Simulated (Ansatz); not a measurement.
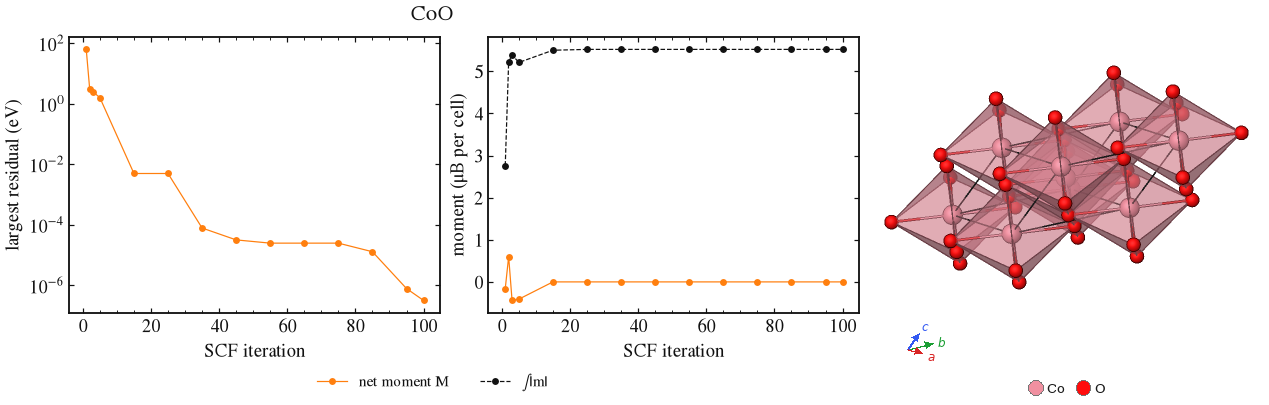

Beside the plot: the structure.

The plot shows the SCF iterations of a calculation: largest residual, magnetic moments. Only some iterations were kept.

Program: Ansatz.

```
crystal:
  lattice:
    - [4.272, 2.136, 2.136]
    - [2.136, 4.272, 2.136]
    - [2.136, 2.136, 4.272]
  atoms:
    - { symbol: Co, position: [0, 0, 0], spin: 2.7 }
    - { symbol: Co, position: [0.5, 0.5, 0.5], spin: -2.7 }
    - { symbol: O, position: [0.2601, 0.2433, 0.2567] }
    - { symbol: O, position: [0.7527, 0.759, 0.7534] }
kpoints:
  mp_grid: { grid: [3, 3, 3], shift: [0, 0, 0] }
hamiltonian:
  xc: pbe
  pseudopotentials: { kind: nc }
  hubbard: { sites: [{ species: Co, l: d, u_eff: 4.0 }] }
magnetization:
  spin_polarized: true
scf:
  occupations: { method: fermi_dirac, width: 0.1 }
```

Was self-consistency reached?

Answer. The run gave up at step 100 without converging. The residual is still falling at the last step (down to 3 × 10⁻⁷).

What happens to the magnetisation?

Answer. The net moment goes from −0.16 to 0.00 μB per cell, with excursions between −0.44 and 0.60 on the way, though in an unconverged run this needn't be final.
